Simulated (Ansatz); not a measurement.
# Residual resistivity of an alloy: Al(111) with 4 layers of random Al-Nb, 2x2

How strongly does chemical disorder scatter in Al(111) with 4 layers of random Al-Nb, 2x2?

Calculated with Ansatz 0.2.0; Ansatz plane-wave DFT, PBE, PAW files; ballistic transport by layer matching (Landauer), zero bias; PAW set soft_1.

**1. Starting point**

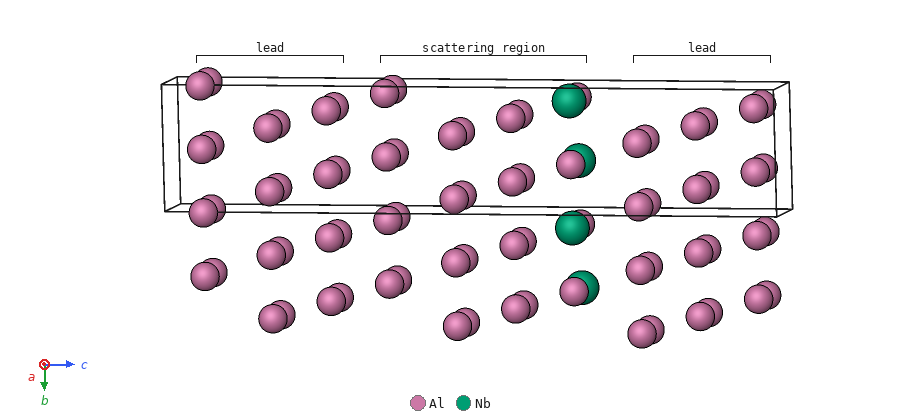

Start, viewed from the side, with the c axis across the page; aluminium pink, niobium teal. 1×2×1 cells are drawn.

The cell holds 40 atoms: 38 Al and 2 Nb. Its edges and angles: a = 5.725 Å, b = 5.725 Å, c = 23.429 Å, α = 93.5°, β = 86.5°, γ = 120.0°. It derives from Al. Regions: lead, 24 atoms (24 Al); scattering region, 16 atoms (14 Al and 2 Nb). The structure is stacked along c, and the current runs across the ab planes.

**2. With 4 alloy layers**

In 4 layers a share of 0.125 of the sites is given to Nb at random. The layers about the cell's end stay perfect and serve as the lead. Energies from -0.05 to 0.05 eV in steps of 0.05 eV are too few for the program's thermal sum, so it prints no conductance; for a metal the transmission near the Fermi level serves, at a fraction of the cost.

Input file input.yaml:

```yaml
crystal:
  lattice:
    - [5.7246940741, 0.0, 0.0]
    - [-2.862347037, 4.957730497, 0.0]
    - [1.4311735185, -0.8262884162, 23.3709656917]
  atoms:
    - { symbol: Al, position: [0.9916666667, 0.0083333333, 0.05] }
    - { symbol: Al, position: [0.9916666667, 0.5083333333, 0.05] }
    - { symbol: Al, position: [0.4916666667, 0.0083333333, 0.05] }
    - { symbol: Al, position: [0.4916666667, 0.5083333333, 0.05] }
    - { symbol: Al, position: [0.1416666667, 0.3583333333, 0.15] }
    - { symbol: Al, position: [0.1416666667, 0.8583333333, 0.15] }
    - { symbol: Al, position: [0.6416666667, 0.3583333333, 0.15] }
    - { symbol: Al, position: [0.6416666667, 0.8583333333, 0.15] }
    - { symbol: Al, position: [0.2916666667, 0.2083333333, 0.25] }
    - { symbol: Al, position: [0.2916666667, 0.7083333333, 0.25] }
    - { symbol: Al, position: [0.7916666667, 0.2083333333, 0.25] }
    - { symbol: Al, position: [0.7916666667, 0.7083333333, 0.25] }
    - { symbol: Al, position: [0.9416666667, 0.0583333333, 0.35] }
    - { symbol: Al, position: [0.9416666667, 0.5583333333, 0.35] }
    - { symbol: Al, position: [0.4416666667, 0.0583333333, 0.35] }
    - { symbol: Al, position: [0.4416666667, 0.5583333333, 0.35] }
    - { symbol: Al, position: [0.0916666667, 0.4083333333, 0.45] }
    - { symbol: Al, position: [0.0916666667, 0.9083333333, 0.45] }
    - { symbol: Al, position: [0.5916666667, 0.4083333333, 0.45] }
    - { symbol: Al, position: [0.5916666667, 0.9083333333, 0.45] }
    - { symbol: Al, position: [0.2416666667, 0.2583333333, 0.55] }
    - { symbol: Al, position: [0.2416666667, 0.7583333333, 0.55] }
    - { symbol: Al, position: [0.7416666667, 0.2583333333, 0.55] }
    - { symbol: Al, position: [0.7416666667, 0.7583333333, 0.55] }
    - { symbol: Nb, position: [0.8916666667, 0.1083333333, 0.65] }
    - { symbol: Al, position: [0.8916666667, 0.6083333333, 0.65] }
    - { symbol: Al, position: [0.3916666667, 0.1083333333, 0.65] }
    - { symbol: Nb, position: [0.3916666667, 0.6083333333, 0.65] }
    - { symbol: Al, position: [0.0416666667, 0.4583333333, 0.75] }
    - { symbol: Al, position: [0.0416666667, 0.9583333333, 0.75] }
    - { symbol: Al, position: [0.5416666667, 0.4583333333, 0.75] }
    - { symbol: Al, position: [0.5416666667, 0.9583333333, 0.75] }
    - { symbol: Al, position: [0.1916666667, 0.3083333333, 0.85] }
    - { symbol: Al, position: [0.1916666667, 0.8083333333, 0.85] }
    - { symbol: Al, position: [0.6916666667, 0.3083333333, 0.85] }
    - { symbol: Al, position: [0.6916666667, 0.8083333333, 0.85] }
    - { symbol: Al, position: [0.8416666667, 0.1583333333, 0.95] }
    - { symbol: Al, position: [0.8416666667, 0.6583333333, 0.95] }
    - { symbol: Al, position: [0.3416666667, 0.1583333333, 0.95] }
    - { symbol: Al, position: [0.3416666667, 0.6583333333, 0.95] }
kpoints:
  mp_grid: { grid: [5, 5, 1] }
hamiltonian:
  xc: pbe
  pseudopotentials: { kind: paw, azcp: { folder: soft_1 } }
scf:
  occupations: { method: fermi_dirac, width: 0.1 }
output:
  transmission:
    leads: [[0, 4]]
    kmesh: [10, 10]
    e_range: [-0.05, 0.05]
    de: 0.05
  write_potential: true
  write_density: true
  volumetric_format: npy
```

The run is started by

```sh
$ ansatz run input.yaml --threads 4 --pin off --max-ram 15360MiB --backend cpu --events-out ev --progress --plain --runs-dir out
```

Numbers of over 12 decimals in the logs are rounded to 6 here.

Log:

```text
Engine: ansatz 0.2.0, aarch64-unknown-linux-gnu
Pseudopotentials: kind: paw
Pseudopotential: Al, paw, valence charge 3, recommended cutoff 420 eV (normal), soft_1/Al.paw.azcp
Pseudopotential: Nb, paw, valence charge 13, recommended cutoff 420 eV (normal), soft_1/Nb.paw.azcp
Functional definition: PBE
  parameter kappa = 0.804
  parameter beta = 0.066725
  exchange = pbe_x(kappa = kappa, mu = beta*pi^2/3)
  correlation = pbe_c(beta = beta)
Crystal: 40 atoms, lattice volume = 663.303 Å³
Basis set: ecut = 420 eV, 13043 PW (Γ)
Bands: 110, of which v1, the nominal top of the filled ones, is band 70 counted from 1 (69 counted from 0)
Symmetry: 8 space group operations
Space group: P2/m (ITA 10), of the structure as read, at distance tolerance 8.7e-5 Å
k-points: 9 of 25
Non-local potential: Al, projectors of the file, l = 0: 2, l = 1: 2, l = 2: 1
Non-local potential: Nb, projectors of the file, l = 0: 3, l = 1: 2, l = 2: 2, l = 3: 1
PAW form: soft (Blöchl's): semilocal exchange-correlation on the pseudo side does not see the compensation charge
PAW one-centre angular grid: Al, 110 points (default); XC on 64 Gauss nodes
PAW one-centre angular grid: Nb, 590 points (default); XC on 64 Gauss nodes
Initial density: superposition of atomic densities (chi_scale 0.1, normalization cell, long waves kept (reshape's long-wave potential 0.02 eV rms))
Initial wavefunctions: pseudopotential atomic-orbital guess
Functional: x = pbe(κ = 0.804, μ = 0.219515), c = pbe(β = 0.066725)
SCF iter   1: F=—  HF=-29534.192616 eV  |F-HF|=—  |Δ(HF+E_count)|=         —  Δρ=3.12e-2  dr2=8.79e0  ethr=3.10e-3  ⟨swp⟩=6.2  Hψ=4666  notcnv=0  defer=7
preconditioner: auto → Kerker (q_TF=auto, 2.105 Å⁻¹)  [metal: Δε(μ)=0.062 eV  Ē_g=6.478 eV  σ=0.100 eV  W_gap=0.15  n_scr=90 (ndim 8)  ℏωp=16.1 eV  f_vac=0.000  D(μ)=16.34/eV (n_scr^D=90)]
SCF iter   2: F=—  HF=-29532.677669 eV  |F-HF|=—  |Δ(HF+E_count)|=    1.51e0  Δρ=1.90e-2  dr2=3.43e0  ethr=3.10e-3  ⟨swp⟩=2.4  Hψ=1545  notcnv=0  defer=47
SCF iter   3: F=—  HF=-29531.587145 eV  |F-HF|=—  |Δ(HF+E_count)|=    1.09e0  Δρ=3.14e-3  dr2=3.26e-1  ethr=2.45e-3  ⟨swp⟩=2.6  Hψ=1653  notcnv=0  defer=47
SCF iter   4: F=—  HF=-29531.555121 eV  |F-HF|=—  |Δ(HF+E_count)|=   3.20e-2  Δρ=9.06e-4  dr2=2.84e-2  ethr=2.33e-4  ⟨swp⟩=1.2  Hψ=989  notcnv=0  defer=50
SCF iter   5: F=—  HF=-29531.553279 eV  |F-HF|=—  |Δ(HF+E_count)|=   1.84e-3  Δρ=2.17e-4  dr2=1.42e-3  ethr=2.03e-5  ⟨swp⟩=1.0  Hψ=940  notcnv=0  defer=50
SCF iter   6: F=—  HF=-29531.553138 eV  |F-HF|=—  |Δ(HF+E_count)|=   1.41e-4  Δρ=2.66e-5  dr2=9.11e-6  ethr=1.02e-6  ⟨swp⟩=1.6  Hψ=952  notcnv=0  defer=50
SCF iter   7: F=—  HF=-29531.553205 eV  |F-HF|=—  |Δ(HF+E_count)|=   6.68e-5  Δρ=1.09e-5  dr2=2.97e-6  ethr=6.51e-9  ⟨swp⟩=2.6  Hψ=1504  notcnv=0  defer=50
SCF iter   8: F=—  HF=-29531.553205 eV  |F-HF|=—  |Δ(HF+E_count)|=   2.28e-7  Δρ=2.49e-6  dr2=1.53e-7  ethr=2.12e-9  ⟨swp⟩=1.4  Hψ=969  notcnv=0  defer=50
SCF iter   9: F=-29531.553205 eV  HF=-29531.553205 eV  |F-HF|=5.60e-9  |Δ(HF+E_count)|=   2.01e-8  Δρ=7.18e-7  dr2=6.28e-9  ethr=7.14e-11  ⟨swp⟩=12.1  Hψ=3170  notcnv=0
SCF 1 converged in 9 iterations: F = -29531.553205 eV  dr2 = 6.28e-9
  greatest PAW one-centre occupation: 0.998 electrons in one spin orbital (limit 2), on the Nb atom at site 27 (counted from 0), in its partial waves of l = 0
transmission: 99 of 930 steps passed
transmission: 189 of 930 steps passed
[...]
transmission: 930 of 930 steps passed
SCF converged after 9 iterations
Free energy (F): -29531.553205 eV
Harris-Foulkes:  -29531.553205 eV  (|F-HF|=5.60e-9)
Internal energy: -29530.976471 eV  (E = F + TS)
E sigma→0 (E₀):  -29531.264838 eV
Entropy (-TS):   -0.576733 eV (-14.418 meV/atom)
Fermi energy:    8.513855 eV
--- Per-component energies (eV) ---
  E_band       = 74.521200
  E_kinetic    = 1599.954911
  E_local      = -5965.850925  (includes V_loc(G=0)·N_el)
  E_nonlocal   = 570.288403
  E_hartree    = 2873.719821
  E_xc         = -1762.954447
  E_vxc        = -1508.991321  (∫ρ·V_xc dr)
  E_paw        = -24002.181442  (= ΣΔE_a)
  E_vpaw       = -368.313263  (= ΣTr[D̂ρ^β])
  E_aug_tail   = 0.000019  (compensation charges beyond the density's cutoff)
  E_ewald      = -2843.952811
  E_smearing   = -0.576733  (= −TS)
  E_closure    = 0.000000  (closes the sum)
  Σ components = -29531.553205   (vs F -29531.553205, Δ=0.00e0)
--- Band table (eV; the first three rows and the last of 9) ---
  k-point 0: bands = [... 66 lower, 7.2172, 7.2211, 7.4328, 7.4482, 7.6334, 8.0288, 8.0614, 8.0979, ... 36 higher]
  k-point 1: bands = [... 66 lower, 7.4639, 7.5123, 7.7739, 7.8670, 7.9536, 8.1973, 8.2521, 8.2784, ... 36 higher]
  k-point 2: bands = [... 66 lower, 8.5618, 8.5846, 8.6512, 8.6645, 8.7561, 8.7711, 8.8185, 8.8506, ... 36 higher]
  k-point 8: bands = [... 66 lower, 8.5284, 8.5546, 8.5586, 8.6488, 8.7104, 8.7733, 8.7948, 8.8449, ... 36 higher]
--- Transmission ---
  basis      : 253 plane waves across, 30 finite elements along
  points     : 31, standing for a mesh of 10 x 10
  energies   : 3 from -0.050000 to 0.050000 eV about the Fermi level, 0.050000 eV apart; the leads are filled to 0.000000 eV, and channels, transmission and decay are at 0.000000 eV
  crystal 0  : Al4, at the sites [0, 4], period 2.3371 Å, over 21.03 Å; its Hamiltonian steps by up to 24.7 meV
    offset         : up to 0.0000 Å between an atom of the period and one for which it stands
    channels       : 5.390000e0 a spin
    conductance    : none, the energies end too early or step too widely for 300 K: set another output.transmission.e_range or a lower de, or, where they end at an eighth of basis.ecutwfc, a higher one
  junction   : crystal 0 to crystal 0, 3.98 to 25.01 Å
    transmission   : 2.546343e0 a spin
    conductance    : none, the energies end too early or step too widely for 300 K: set another output.transmission.e_range or a lower de, or, where they end at an eighth of basis.ecutwfc, a higher one
```

Elapsed: 4.5 min, on 4 threads of Arm Neoverse V1, shared host; peak memory 2.1 GiB.

In the SCF lines HF is the Harris–Foulkes energy and dr2 the Hartree energy of the density residual, in eV; the loop may stop once dr2 is under the threshold and the program's other checks hold. Hψ counts applications of the Hamiltonian.

Numbers from this step:

* free energy: -29531.5532 eV
* energy at zero smearing: -29531.2648 eV
* Fermi energy: 8.514 eV
* cell area: 28.38 Å²
* transmission per spin nearest the Fermi level: 2.546
* open channels per spin nearest the Fermi level: 5.39
* step of the lead's potential: 24.7 meV

Per spin. Table of transmission, zone mean by energy, zero at the Fermi level:

```tsv
energy (eV)	transmission, zone mean
-0.0500	2.51
0.0000	2.55
0.0500	2.63
```

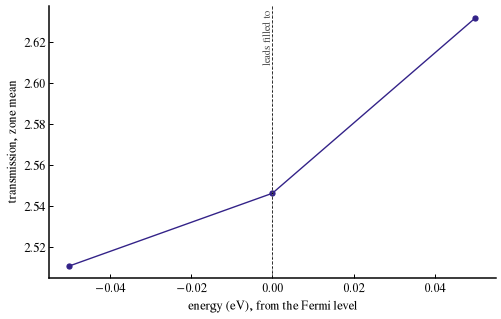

Transmission, zone mean against energy.

Per spin. Table of open channels, zone mean, lead by energy, zero at the Fermi level:

```tsv
energy (eV)	open channels, zone mean, lead
-0.0500	5.23
0.0000	5.39
0.0500	5.59
```

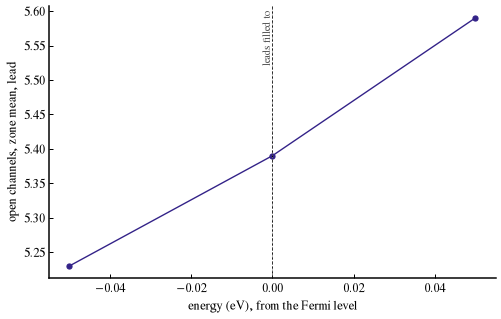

Open channels, zone mean, lead against energy.

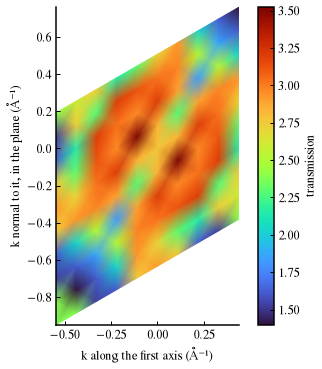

Transmission over k1 and k2. At 0.0000 eV from the Fermi level.

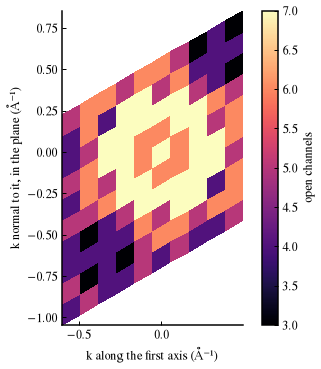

Open channels over k1 and k2. At 0.0000 eV from the Fermi level.

Over the solved energies the transmission per spin lies between 2.51 and 2.63, out of 5.40 channels of the lead on average (up to 5.59).

**3. With 8 alloy layers**

System of this step: Al(111) with 8 layers of random Al-Nb, 2x2. The cell holds 56 atoms: 52 Al and 4 Nb. Cell: a = 5.725 Å, b = 5.725 Å, c = 32.761 Å, α = 87.5°, β = 92.5°, γ = 120.0°. It derives from Al. Regions: lead, 24 atoms (24 Al); scattering region, 32 atoms (28 Al and 4 Nb). The structure is stacked along c, and the current runs across the ab planes.

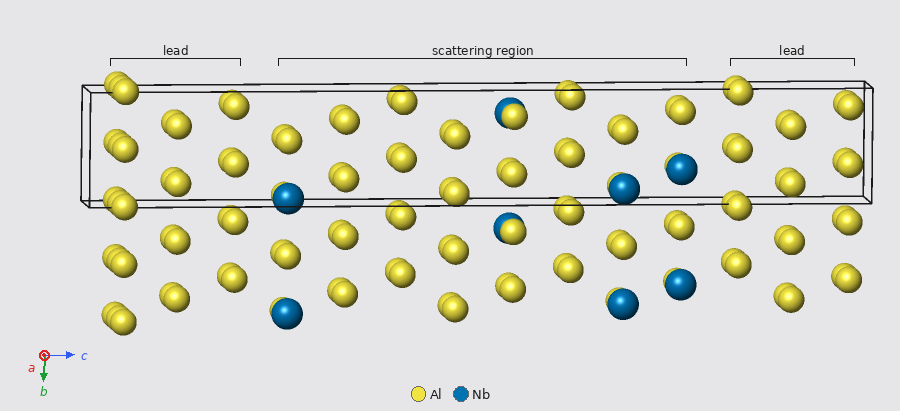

The cell of this step (aluminium yellow, niobium blue). 1×2×1 cells are drawn. Some periodic images of atoms are drawn too.

Input file input.yaml:

```yaml
crystal:
  lattice:
    - [5.7246940741, 0.0, 0.0]
    - [-2.862347037, 4.957730497, 0.0]
    - [-1.4311735185, 0.8262884162, 32.7193519684]
  atoms:
    - { symbol: Al, position: [0.005952381, 0.994047619, 0.0357142857] }
    - { symbol: Al, position: [0.005952381, 0.494047619, 0.0357142857] }
    - { symbol: Al, position: [0.505952381, 0.994047619, 0.0357142857] }
    - { symbol: Al, position: [0.505952381, 0.494047619, 0.0357142857] }
    - { symbol: Al, position: [0.1845238095, 0.3154761905, 0.1071428571] }
    - { symbol: Al, position: [0.1845238095, 0.8154761905, 0.1071428571] }
    - { symbol: Al, position: [0.6845238095, 0.3154761905, 0.1071428571] }
    - { symbol: Al, position: [0.6845238095, 0.8154761905, 0.1071428571] }
    - { symbol: Al, position: [0.3630952381, 0.1369047619, 0.1785714286] }
    - { symbol: Al, position: [0.3630952381, 0.6369047619, 0.1785714286] }
    - { symbol: Al, position: [0.8630952381, 0.1369047619, 0.1785714286] }
    - { symbol: Al, position: [0.8630952381, 0.6369047619, 0.1785714286] }
    - { symbol: Al, position: [0.0416666667, 0.9583333333, 0.25] }
    - { symbol: Al, position: [0.0416666667, 0.4583333333, 0.25] }
    - { symbol: Nb, position: [0.5416666667, 0.9583333333, 0.25] }
    - { symbol: Al, position: [0.5416666667, 0.4583333333, 0.25] }
    - { symbol: Al, position: [0.2202380952, 0.2797619048, 0.3214285714] }
    - { symbol: Al, position: [0.2202380952, 0.7797619048, 0.3214285714] }
    - { symbol: Al, position: [0.7202380952, 0.2797619048, 0.3214285714] }
    - { symbol: Al, position: [0.7202380952, 0.7797619048, 0.3214285714] }
    - { symbol: Al, position: [0.3988095238, 0.1011904762, 0.3928571429] }
    - { symbol: Al, position: [0.3988095238, 0.6011904762, 0.3928571429] }
    - { symbol: Al, position: [0.8988095238, 0.1011904762, 0.3928571429] }
    - { symbol: Al, position: [0.8988095238, 0.6011904762, 0.3928571429] }
    - { symbol: Al, position: [0.0773809524, 0.9226190476, 0.4642857143] }
    - { symbol: Al, position: [0.0773809524, 0.4226190476, 0.4642857143] }
    - { symbol: Al, position: [0.5773809524, 0.9226190476, 0.4642857143] }
    - { symbol: Al, position: [0.5773809524, 0.4226190476, 0.4642857143] }
    - { symbol: Nb, position: [0.255952381, 0.244047619, 0.5357142857] }
    - { symbol: Al, position: [0.255952381, 0.744047619, 0.5357142857] }
    - { symbol: Al, position: [0.755952381, 0.244047619, 0.5357142857] }
    - { symbol: Al, position: [0.755952381, 0.744047619, 0.5357142857] }
    - { symbol: Al, position: [0.4345238095, 0.0654761905, 0.6071428571] }
    - { symbol: Al, position: [0.4345238095, 0.5654761905, 0.6071428571] }
    - { symbol: Al, position: [0.9345238095, 0.0654761905, 0.6071428571] }
    - { symbol: Al, position: [0.9345238095, 0.5654761905, 0.6071428571] }
    - { symbol: Al, position: [0.1130952381, 0.8869047619, 0.6785714286] }
    - { symbol: Al, position: [0.1130952381, 0.3869047619, 0.6785714286] }
    - { symbol: Nb, position: [0.6130952381, 0.8869047619, 0.6785714286] }
    - { symbol: Al, position: [0.6130952381, 0.3869047619, 0.6785714286] }
    - { symbol: Al, position: [0.2916666667, 0.2083333333, 0.75] }
    - { symbol: Al, position: [0.2916666667, 0.7083333333, 0.75] }
    - { symbol: Al, position: [0.7916666667, 0.2083333333, 0.75] }
    - { symbol: Nb, position: [0.7916666667, 0.7083333333, 0.75] }
    - { symbol: Al, position: [0.4702380952, 0.0297619048, 0.8214285714] }
    - { symbol: Al, position: [0.4702380952, 0.5297619048, 0.8214285714] }
    - { symbol: Al, position: [0.9702380952, 0.0297619048, 0.8214285714] }
    - { symbol: Al, position: [0.9702380952, 0.5297619048, 0.8214285714] }
    - { symbol: Al, position: [0.1488095238, 0.8511904762, 0.8928571429] }
    - { symbol: Al, position: [0.1488095238, 0.3511904762, 0.8928571429] }
    - { symbol: Al, position: [0.6488095238, 0.8511904762, 0.8928571429] }
    - { symbol: Al, position: [0.6488095238, 0.3511904762, 0.8928571429] }
    - { symbol: Al, position: [0.3273809524, 0.1726190476, 0.9642857143] }
    - { symbol: Al, position: [0.3273809524, 0.6726190476, 0.9642857143] }
    - { symbol: Al, position: [0.8273809524, 0.1726190476, 0.9642857143] }
    - { symbol: Al, position: [0.8273809524, 0.6726190476, 0.9642857143] }
kpoints:
  mp_grid: { grid: [5, 5, 1] }
hamiltonian:
  xc: pbe
  pseudopotentials: { kind: paw, azcp: { folder: soft_1 } }
scf:
  occupations: { method: fermi_dirac, width: 0.1 }
output:
  transmission:
    leads: [[0, 4]]
    kmesh: [10, 10]
    e_range: [-0.05, 0.05]
    de: 0.05
  write_potential: true
  write_density: true
  volumetric_format: npy
```

Log:

```text
[...]
Crystal: 56 atoms, lattice volume = 928.624 Å³
Basis set: ecut = 420 eV, 18271 PW (Γ)
Bands: 160, of which v1, the nominal top of the filled ones, is band 104 counted from 1 (103 counted from 0)
Symmetry: 2 space group operations
[...]
k-points: 9 of 25 (time reversal used)
[...]
SCF iter   1: F=—  HF=-46168.046535 eV  |F-HF|=—  |Δ(HF+E_count)|=         —  Δρ=3.62e-2  dr2=2.12e1  ethr=3.10e-3  ⟨swp⟩=6.3  Hψ=6661  notcnv=0  defer=23
[...]
SCF iter   9: F=-46163.309085 eV  HF=-46163.309085 eV  |F-HF|=1.17e-8  |Δ(HF+E_count)|=   5.77e-8  Δρ=6.94e-7  dr2=1.29e-8  ethr=4.81e-11  ⟨swp⟩=13.4  Hψ=4991  notcnv=0
SCF 1 converged in 9 iterations: F = -46163.309085 eV  dr2 = 1.29e-8
[...]
transmission: 144 of 1395 steps passed
transmission: 279 of 1395 steps passed
[...]
transmission: 1395 of 1395 steps passed
SCF converged after 9 iterations
Free energy (F): -46163.309085 eV
[...]
Internal energy: -46162.409823 eV  (E = F + TS)
E sigma→0 (E₀):  -46162.859454 eV
Entropy (-TS):   -0.899262 eV (-16.058 meV/atom)
Fermi energy:    8.776840 eV
[...]
--- Band table (eV; the first three rows and the last of 9) ---
  k-point 0: bands = [... 100 lower, 7.6713, 7.8094, 7.9506, 8.0425, 8.0634, 8.1925, 8.3207, 8.3288, ... 52 higher]
  k-point 1: bands = [... 100 lower, 7.9923, 8.0297, 8.1227, 8.2801, 8.3205, 8.4893, 8.5338, 8.6670, ... 52 higher]
  k-point 2: bands = [... 100 lower, 8.6763, 8.7869, 8.8117, 8.8739, 8.9629, 9.0069, 9.0588, 9.0857, ... 52 higher]
  k-point 8: bands = [... 100 lower, 8.7486, 8.8064, 8.8169, 8.9684, 8.9715, 9.0070, 9.0841, 9.1612, ... 52 higher]
--- Transmission ---
  basis      : 253 plane waves across, 45 finite elements along
  points     : 31, standing for a mesh of 10 x 10
[...]
channels       : 5.590000e0 a spin
[...]
junction   : crystal 0 to crystal 0, 0.70 to 31.08 Å
    transmission   : 1.789167e0 a spin
[...]
```

It took 6.7 min on 4 threads; peak memory 3.2 GiB.

Numbers from this step:

| Quantity | Value |
| --- | --- |
| free energy | -46163.3091 eV |
| energy at zero smearing | -46162.8595 eV |
| Fermi energy | 8.777 eV |
| transmission per spin nearest the Fermi level | 1.789 |
| open channels per spin nearest the Fermi level | 5.59 |
| step of the lead's potential | 10.3 meV |

Per spin. Table of transmission, zone mean by energy, zero at the Fermi level:

```tsv
energy (eV)	transmission, zone mean
-0.0500	1.67
0.0000	1.79
0.0500	1.83
```

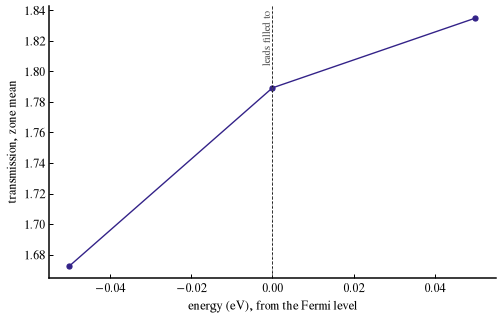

Transmission, zone mean against energy.

Over the solved energies the transmission per spin lies between 1.67 and 1.83, out of 5.48 channels of the lead on average (up to 5.59).

[end of part 1 of 2]

[Logs are printed without paths, hosts, clocks, repeated set-up lines and the standing remarks that a program may print on its own settings, such as how far it seeks lower states.]

[Hosts, paths, dates, database ids (printed as entryN), source tags and the programs' standing remarks are cut or masked in the printed files.]
